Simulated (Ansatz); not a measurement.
```cif
data_structure
_symmetry_space_group_name_H-M 'P 1'
_symmetry_Int_Tables_number 1
_cell_length_a 3.6720
_cell_length_b 3.6720
_cell_length_c 3.3588
_cell_angle_alpha 90.000
_cell_angle_beta 90.000
_cell_angle_gamma 90.000
_cell_volume 45.29
loop_
_atom_site_label
_atom_site_type_symbol
_atom_site_fract_x
_atom_site_fract_y
_atom_site_fract_z
_atom_site_occupancy
Mg1 Mg 0.00000 0.00000 0.00000 1
Mg2 Mg 0.50000 0.50000 0.50000 1
```

Space group I4/mmm. This isn't the usual form at ambient conditions. The cell comes from a database of computed structures, not from a measurement.

Level of theory: DFT PBE, scalar-relativistic, plane waves, PAW (Ansatz).

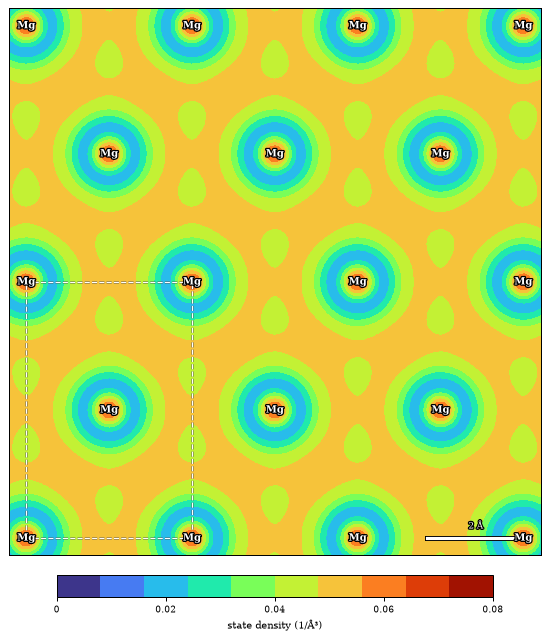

Mg. Density of the Kohn–Sham states from −4.7 to −2.3 eV about the Fermi level (the middle third of the occupied valence band), scaled to one electron a cell: a map on the (11̄0) plane of the conventional cell.

Core electrons are frozen (PAW), so the fields are smoothed inside the atomic spheres.

> What is the character of these states?

Projected on a minimal set of atomic orbitals (Löwdin), they are Mg 3s (over 95 %).
